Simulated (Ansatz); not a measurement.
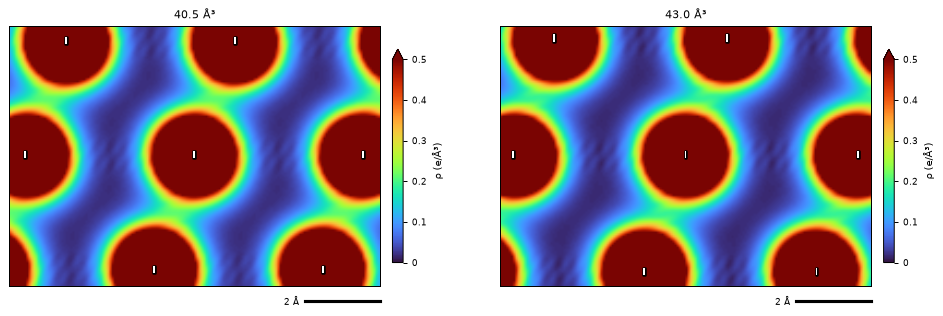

I. The valence electron density of cells scaled evenly to different volumes (given per atom above each panel), on the (100) plane of each (indices in the axes of the cell below), at one length scale and on one colour scale.

A structure from a database of computed crystals, not necessarily the ambient phase.

Level of theory: Kohn-Sham DFT of a periodic cell, PBEsol0, Ansatz PAW in Ansatz.

The density is the valence pseudo-density of a PAW calculation; it isn't the true density close to the nuclei.

The largest cell:

```xyz
1
Lattice="0.0000 2.4120 3.9865 2.2352 0.0000 3.9865 2.2352 2.4120 0.0000" Properties=species:S:1:pos:R:3 pbc="T T T"
I     0.0000    0.0000    0.0000
```

| volume (Å³/atom) | I–I contact in the plane (Å) | ρ at its midpoint (e/Å³) | pressure (GPa) | 
| --- | --- | --- | --- |
| 40.55 | 3.225 | 0.212 | −2.3 | 
| 41.36 | 3.247 | ? | ? | 
| 42.99 | 3.288 | 0.190 | −3.4 | 

Q: What values belong in the row with question marks?

A: Over the known rows ln ρ falls by 1.74 per Å of I–I distance (the line through the two), which gives 0.204 e/Å³ at 3.247 Å; the calculation gives 0.204 e/Å³. For the pressure, a straight line in volume between the neighbouring rows gives −2.7 GPa; the calculation gives −2.7.
